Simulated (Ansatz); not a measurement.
**Geometry relaxation of Ge₈S (part 2 of 3)**

The same run, continued: Ge₈S (slab, 9 atoms in the cell); DFT PBEsol, scalar-relativistic, plane waves, PAW, no spin polarisation (Ansatz 0.2.0); cutoff 420 eV, 7×5×1 k-mesh, Gaussian smearing of 0.1 eV. The structure derives from an entry of the Crystallography Open Database. The input holds or restrains some coordinates. Forces given for the steps count only the free coordinates. It belongs to a series of runs on one base structure; here: S put at a hollow Ge-Ge-Ge site.

Geometry of the input (Å; fractional positions):
```
4.0134  0.0000  0.0000
0.0000  5.6758  0.0000
0.0000  0.0000  25.0201
Ge 0.5000  0.0000  0.3397
Ge 0.0000  0.2500  0.3397
Ge 0.0000  0.5000  0.4199
Ge 0.5000  0.7500  0.4199
Ge 0.5000  -0.0012  0.5025
Ge 0.0000  0.2512  0.5025
Ge 0.0000  0.5028  0.5819
Ge 0.5000  0.7472  0.5819
S  0.0000  -0.0009  0.5723
```

### Output, continued
```
relax step   9: F+E_penalty+E_count = -34910.04170026 eV  Δ(F+E_penalty+E_count) = -3.690e-2 eV  max|allowed force component| = 2.621e-1 eV/Å  Δτ_max = 0.1931 Å  (6 SCF iters, dr2 threshold 1.92e-5 eV, accepted)
efield: sawtooth ramp at fractional position 0.9408 (handed on by an earlier solve), width 0.0400; the density the first Hamiltonian is built on has a dipole p = -0.020 e·Å; the dipole correction subtracts the counter field D = -6.48e-3 V/Å, which shifts the + side's vacuum level by +0.16 eV against the − side's; the planar-averaged density in the ramp window peaks in size at 4.2e-6 e/Å³
preconditioner: auto → LDOS  [metal: Δε(μ)=0.024 eV  Ē_g=21.129 eV  σ=0.100 eV  W_gap=0.13  n_scr=96 (ndim 8)  ℏωp=16.9 eV  f_vac=0.592  D(μ)=8.44/eV (n_scr^D=36)  β→1.0]
SCF 10 converged in 5 iterations: F = -34910.054646 eV  dr2 = 1.58e-5
relax step  10: F+E_penalty+E_count = -34910.05464630 eV  Δ(F+E_penalty+E_count) = -1.295e-2 eV  max|allowed force component| = 1.690e-1 eV/Å  Δτ_max = 0.0544 Å  (5 SCF iters, dr2 threshold 3.47e-5 eV, accepted)
efield: sawtooth ramp at fractional position 0.9408 (handed on by an earlier solve), width 0.0400; the density the first Hamiltonian is built on has a dipole p = -0.022 e·Å; the dipole correction subtracts the counter field D = -7.13e-3 V/Å, which shifts the + side's vacuum level by +0.18 eV against the − side's; the planar-averaged density in the ramp window peaks in size at 6.1e-6 e/Å³
preconditioner: auto → LDOS  [metal: Δε(μ)=0.019 eV  Ē_g=21.115 eV  σ=0.100 eV  W_gap=0.11  n_scr=96 (ndim 8)  ℏωp=16.9 eV  f_vac=0.592  D(μ)=8.37/eV (n_scr^D=36)  β→1.0]
SCF 11 converged in 8 iterations: F = -34910.066613 eV  dr2 = 6.22e-7
relax step  11: F+E_penalty+E_count = -34910.06661325 eV  Δ(F+E_penalty+E_count) = -1.197e-2 eV  max|allowed force component| = 1.467e-1 eV/Å  Δτ_max = 0.1593 Å  (8 SCF iters, dr2 threshold 1.19e-5 eV, accepted)
efield: sawtooth ramp at fractional position 0.9408 (handed on by an earlier solve), width 0.0400; the density the first Hamiltonian is built on has a dipole p = -0.035 e·Å; the dipole correction subtracts the counter field D = -1.11e-2 V/Å, which shifts the + side's vacuum level by +0.28 eV against the − side's; the planar-averaged density in the ramp window peaks in size at 8.7e-6 e/Å³
preconditioner: auto → LDOS  [metal: Δε(μ)=0.021 eV  Ē_g=21.131 eV  σ=0.100 eV  W_gap=0.12  n_scr=96 (ndim 8)  ℏωp=16.9 eV  f_vac=0.592  D(μ)=7.67/eV (n_scr^D=30)  β→1.0]
SCF 12 converged in 6 iterations: F = -34910.070523 eV  dr2 = 7.54e-6
relax step  12: F+E_penalty+E_count = -34910.07052319 eV  Δ(F+E_penalty+E_count) = -3.910e-3 eV  max|allowed force component| = 6.225e-2 eV/Å  Δτ_max = 0.0838 Å  (6 SCF iters, dr2 threshold 8.94e-6 eV, accepted)
efield: sawtooth ramp at fractional position 0.9408 (handed on by an earlier solve), width 0.0400; the density the first Hamiltonian is built on has a dipole p = -0.042 e·Å; the dipole correction subtracts the counter field D = -1.34e-2 V/Å, which shifts the + side's vacuum level by +0.33 eV against the − side's; the planar-averaged density in the ramp window peaks in size at 7.4e-6 e/Å³
preconditioner: auto → LDOS  [metal: Δε(μ)=0.020 eV  Ē_g=21.132 eV  σ=0.100 eV  W_gap=0.11  n_scr=96 (ndim 8)  ℏωp=16.9 eV  f_vac=0.592  D(μ)=7.90/eV (n_scr^D=32)  β→1.0]
SCF 13 converged in 6 iterations: F = -34910.071289 eV  dr2 = 4.29e-8
relax step  13: F+E_penalty+E_count = -34910.07128926 eV  Δ(F+E_penalty+E_count) = -7.661e-4 eV  max|allowed force component| = 3.233e-2 eV/Å  Δτ_max = 0.0231 Å  (6 SCF iters, accepted)
SCF iter   1: F=—  HF=-34910.071531 eV  |F-HF|=—  |Δ(HF+E_count)|=         —  Δρ=1.80e-4  dr2=1.01e-3  ethr=9.67e-6  p=-0.038 e·Å  D=-1.22e-2 V/Å  ΔV_dip=0.30 eV  dr2_dipole=4.04e-4  V_vac-E_F(+/−)=5.10/4.79 eV  ⟨swp⟩=2.0  Hψ=1375  notcnv=0  defer=31
efield: sawtooth ramp at fractional position 0.9408 (handed on by an earlier solve), width 0.0400; the density the first Hamiltonian is built on has a dipole p = -0.038 e·Å; the dipole correction subtracts the counter field D = -1.22e-2 V/Å, which shifts the + side's vacuum level by +0.30 eV against the − side's; the planar-averaged density in the ramp window peaks in size at 7.5e-6 e/Å³
preconditioner: auto → LDOS  [metal: Δε(μ)=0.021 eV  Ē_g=21.127 eV  σ=0.100 eV  W_gap=0.12  n_scr=96 (ndim 8)  ℏωp=16.9 eV  f_vac=0.592  D(μ)=7.85/eV (n_scr^D=32)  β→1.0]
SCF iter   2: F=—  HF=-34910.071464 eV  |F-HF|=—  |Δ(HF+E_count)|=   6.63e-5  Δρ=6.41e-5  dr2=7.09e-5  ethr=8.58e-7  p=-0.040 e·Å  D=-1.26e-2 V/Å  ΔV_dip=0.32 eV  dr2_dipole=1.91e-5  V_vac-E_F(+/−)=5.11/4.79 eV  ⟨swp⟩=1.8  Hψ=1022  notcnv=0  defer=30
SCF iter   3: F=—  HF=-34910.071539 eV  |F-HF|=—  |Δ(HF+E_count)|=   7.49e-5  Δρ=3.97e-5  dr2=1.81e-5  ethr=6.01e-8  p=-0.040 e·Å  D=-1.27e-2 V/Å  ΔV_dip=0.32 eV  dr2_dipole=1.45e-6  V_vac-E_F(+/−)=5.11/4.79 eV  ⟨swp⟩=2.1  Hψ=1464  notcnv=0  defer=30
SCF iter   4: F=—  HF=-34910.071535 eV  |F-HF|=—  |Δ(HF+E_count)|=   4.35e-6  Δρ=6.44e-6  dr2=8.92e-7  ethr=1.53e-8  p=-0.040 e·Å  D=-1.27e-2 V/Å  ΔV_dip=0.32 eV  dr2_dipole=2.94e-7  V_vac-E_F(+/−)=5.11/4.79 eV  ⟨swp⟩=2.1  Hψ=1463  notcnv=0  defer=30
SCF iter   5: F=-34910.071535 eV  HF=-34910.071535 eV  |F-HF|=1.38e-8  |Δ(HF+E_count)|=   1.31e-7  Δρ=1.72e-6  dr2=4.27e-8  ethr=8.47e-11  p=-0.040 e·Å  D=-1.27e-2 V/Å  ΔV_dip=0.32 eV  dr2_dipole=6.79e-9  V_vac-E_F(+/−)=5.11/4.79 eV  ⟨swp⟩=15.5  Hψ=6396  notcnv=0
SCF 14 converged in 5 iterations: F = -34910.071535 eV  dr2 = 4.27e-8
relax step  14: F+E_penalty+E_count = -34910.07153509 eV  Δ(F+E_penalty+E_count) = -2.458e-4 eV  max|allowed force component| = 3.811e-3 eV/Å  Δτ_max = 0.0084 Å  (5 SCF iters, accepted)
```

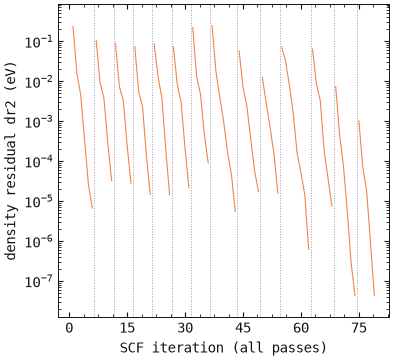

Figure 1. Convergence of the self-consistent field: density residual dr2 against the SCF iteration. The dotted lines part the SCF passes of the relaxation: geometry steps, rejected trials and re-solves on a re-selected basis. The 14 passes take 5 to 8 iterations each, 79 in all.

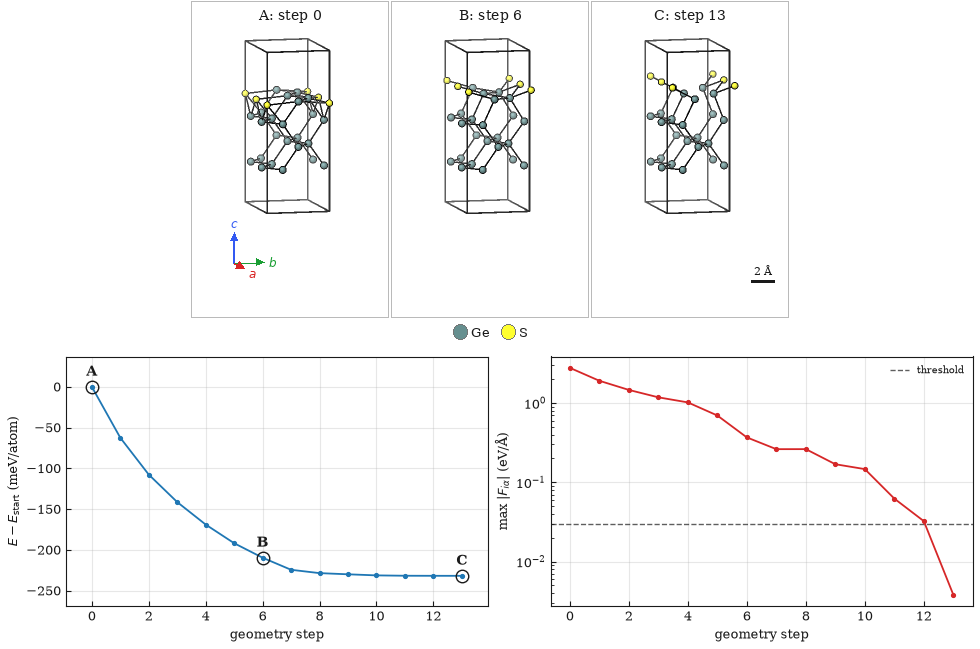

Figure 2. Frames of the restrained relaxation (ball-and-stick view of the 2 × 1 repeat of the cell, with the vacuum cut short, seen slightly off an axis) above the curves, on which the letters mark them (the first geometry is step 0 here and step 1 in the log).

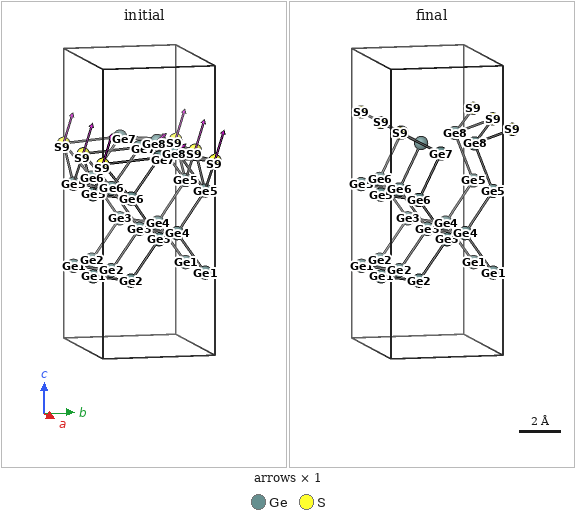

Figure 3. Before (left) and after (right) the restrained relaxation, at one scale (ball-and-stick view of the 2 × 1 repeat of the cell, with the vacuum cut short, seen slightly off an axis). The pink arrows give the displacements, at true length. The atom that moves furthest is S9 (1.61 Å). Largest moves by element: S 1.61 Å, Ge 0.62 Å. The lattice vectors keep their values. Among the contacts that change: Ge5–S9 2.661 → 3.895 Å, Ge6–S9 2.259 → 3.479 Å, Ge7–S9 2.827 → 3.790 Å, Ge7–Ge8 2.440 → 2.992 Å. Bonds break: Ge6–S9 (2.26 → 3.48 Å). Among the angles that change: Ge6–Ge7–S9 49.5° → 91.9°, Ge5–Ge8–S9 65.4° → 97.5°, Ge7–S9–Ge8 124.6° → 108.3°. After 13 geometry steps the energy has fallen by 232 meV per atom. Largest force component: 2.8 eV/Å at the start, 0.0038 eV/Å at the end. (Atoms are counted from 1 in the order of the input.)

```
SCF converged after 5 iterations
Free energy (F): -34910.071535 eV
Harris-Foulkes:  -34910.071535 eV  (|F-HF|=1.38e-8)
Internal energy: -34910.032202 eV  (E = F + TS)
E sigma→0 (E₀):  -34910.051869 eV
Entropy (-TS):   -0.039333 eV (-4.370 meV/atom)
Fermi energy:    -0.400026 eV
Dipole field:    D = -0.012791 V/Å  (p = -0.040288 e·Å, saw-weighted, corrected)
Work function:   Φ+ = 5.1115 eV   Φ− = 4.7914 eV
Levels:          The Fermi level and band energies are counted from a zero that moves with the ramp; work functions are not
--- Per-component energies (eV) ---
  E_band       = -2191.651939
  E_kinetic    = 986.758201
  E_local      = -118554.708110  (includes V_loc(G=0)·N_el)
  E_nonlocal   = 3377.368297
  E_hartree    = 57540.856646
  E_xc         = -689.705861
  E_vxc        = -596.446082  (∫ρ·V_xc dr)
  E_paw        = -16403.677477  (= ΣΔE_a)
  E_vpaw       = -2486.744531  (= ΣTr[D̂ρ^β])
  E_aug_tail   = 0.002481  (compensation charges beyond the density's cutoff)
  E_efield     = 0.000258  (sawtooth field / dipole correction)
  E_vefield    = 0.431379  (∫n·V_field dr)
  E_ewald      = 38825.667925
  E_core_change = 7.405439  (= ΣΔE_core)
  E_smearing   = -0.039333  (= −TS)
  E_closure    = -0.000000  (closes the sum)
  Σ components = -34910.071535   (vs F -34910.071535, Δ=0.00e0)
--- Forces (eV/Å), atoms counted from 1 ---
  atom   1  Ge    -0.00000000     0.27587004    -0.13957634
  atom   2  Ge     0.00000000    -0.31273537     0.05791258
  atom   3  Ge    -0.00000000    -0.08205548    -0.07760465
  atom   4  Ge     0.00000000     0.11971028     0.15705944
  atom   5  Ge    -0.00000000    -0.00154214    -0.00381111
  atom   6  Ge     0.00000000     0.00014867     0.00163487
  atom   7  Ge     0.00000000     0.00029704     0.00126371
  atom   8  Ge     0.00000000    -0.00036277     0.00162583
  atom   9  S     -0.00000000     0.00066718     0.00151548
  max |Σ_I F_I| component: 1.98e-5 eV/Å
--- Band table (eV; the first three rows and the last of 12) ---
  k-point 0: bands = ["-25.1684", "-25.1602", "-25.1055", "-25.1037", "-25.0936", "-25.0339", "-25.0082", "-24.9856", "-24.9824", "-24.9455", "-24.9124", "-24.8871", "-24.8752", "-24.8311", "-24.8285", "-24.8263", "-24.7694", "-24.7411", "-24.7230", "-24.7124", "-24.7028", "-24.6541", "-24.6447", "-24.6374", "-24.6344", "-24.6324", "-24.6279", "-24.5998", "-24.5962", "-24.5719", "-24.5440", "-24.5271", "-24.5269", "-24.5211", "-24.5144", "-24.4750", "-24.4745", "-24.4647", "-24.4593", "-24.4069", "-13.7831", "-12.1328", "-10.7735", "-9.4322", "-8.6217", "-8.1637", "-7.7850", "-5.7877", "-4.3191", "-3.4303", "-3.4120", "-3.3301", "-2.6458", "-2.5146", "-1.7751", "-1.3641", "-1.2548", "-0.3824", "-0.3196", "0.4368", "1.0757", "1.3540", "1.5099", "1.9968", "2.0863", "2.2263", "2.4517", "3.3140", "3.4285", "3.7873", "4.1215"]
  k-point 1: bands = ["-25.1680", "-25.1601", "-25.1054", "-25.1036", "-25.0935", "-25.0339", "-25.0085", "-24.9859", "-24.9827", "-24.9455", "-24.9119", "-24.8865", "-24.8722", "-24.8350", "-24.8283", "-24.8256", "-24.7711", "-24.7476", "-24.7173", "-24.7169", "-24.6968", "-24.6552", "-24.6489", "-24.6467", "-24.6381", "-24.6262", "-24.6207", "-24.5944", "-24.5906", "-24.5697", "-24.5470", "-24.5289", "-24.5282", "-24.5216", "-24.5138", "-24.4758", "-24.4744", "-24.4654", "-24.4597", "-24.4074", "-13.7418", "-11.9893", "-10.7294", "-9.9718", "-9.3563", "-7.4542", "-7.1322", "-6.1139", "-4.1756", "-3.7188", "-3.3645", "-2.8426", "-2.6209", "-2.3781", "-1.8032", "-1.3398", "-1.1848", "-0.6902", "-0.1753", "0.2194", "0.8172", "0.8916", "1.3534", "1.6669", "2.1262", "2.4729", "3.0256", "3.2918", "3.6766", "3.7081", "4.2117"]
  k-point 2: bands = ["-25.1673", "-25.1600", "-25.1051", "-25.1033", "-25.0933", "-25.0339", "-25.0090", "-24.9864", "-24.9832", "-24.9455", "-24.9110", "-24.8855", "-24.8653", "-24.8435", "-24.8312", "-24.8201", "-24.7732", "-24.7586", "-24.7209", "-24.7068", "-24.6920", "-24.6570", "-24.6566", "-24.6518", "-24.6417", "-24.6249", "-24.6116", "-24.5838", "-24.5816", "-24.5661", "-24.5548", "-24.5326", "-24.5288", "-24.5225", "-24.5134", "-24.4772", "-24.4744", "-24.4662", "-24.4603", "-24.4083", "-13.6702", "-11.5678", "-10.9066", "-10.5439", "-9.8978", "-7.0237", "-6.6308", "-5.8227", "-4.8276", "-3.4367", "-3.2464", "-2.6800", "-1.9845", "-1.9771", "-1.8314", "-1.3944", "-1.2345", "-1.0891", "-0.4328", "-0.3183", "0.2153", "0.8615", "1.2717", "1.7715", "2.0307", "2.6757", "2.9183", "3.5871", "3.8852", "4.3588", "4.3961"]
  k-point 11: bands = ["-25.1681", "-25.1545", "-25.1064", "-25.1040", "-25.0926", "-25.0319", "-25.0111", "-24.9860", "-24.9854", "-24.9446", "-24.9113", "-24.8997", "-24.8731", "-24.8685", "-24.7846", "-24.7701", "-24.7677", "-24.7519", "-24.7288", "-24.7277", "-24.6858", "-24.6751", "-24.6592", "-24.6537", "-24.6237", "-24.6112", "-24.6069", "-24.5954", "-24.5923", "-24.5837", "-24.5719", "-24.5367", "-24.5310", "-24.5211", "-24.4940", "-24.4880", "-24.4829", "-24.4673", "-24.4317", "-24.4103", "-13.2522", "-10.3903", "-10.0864", "-9.3601", "-9.1171", "-7.9492", "-7.6291", "-7.3990", "-7.0524", "-4.5420", "-4.0665", "-3.6407", "-3.2015", "-3.1005", "-2.5535", "-2.4715", "-1.8161", "-1.3039", "-0.6568", "-0.3509", "0.6835", "1.3354", "2.0975", "2.4921", "2.8268", "3.3096", "3.4949", "3.8055", "4.1516", "4.4669", "4.6096"]
--- Relaxed structure (14 steps of the walk, 14 accepted, 0 SCFs on fresh bases) ---
  F+E_penalty+E_count = -34910.07153509 eV   max|allowed force component| = 3.811e-3 eV/Å
  atoms:
    - { symbol: Ge, position: [0.5, 0.0, 0.3397274826000001] }
    - { symbol: Ge, position: [0.0, 0.25000000000000006, 0.3397274826000001] }
    - { symbol: Ge, position: [0.0, 0.5000000000000001, 0.41993053480000003] }
    - { symbol: Ge, position: [0.5, 0.7500000000000001, 0.41993053480000003] }
    - { symbol: Ge, position: [0.5, -0.0029514290231258114, 0.5018102954693419] }
    - { symbol: Ge, position: [-2.1622968926692126e-18, 0.24880137812244552, 0.4998760747056358] }
    - { symbol: Ge, position: [-3.3363385736245083e-18, 0.4441494624929846, 0.5903992446857788] }
    - { symbol: Ge, position: [0.5, 0.8340105870784693, 0.5972149174117766] }
    - { symbol: S, position: [5.58611222800977e-17, 0.08389509516671696, 0.6337924517924733] }
```
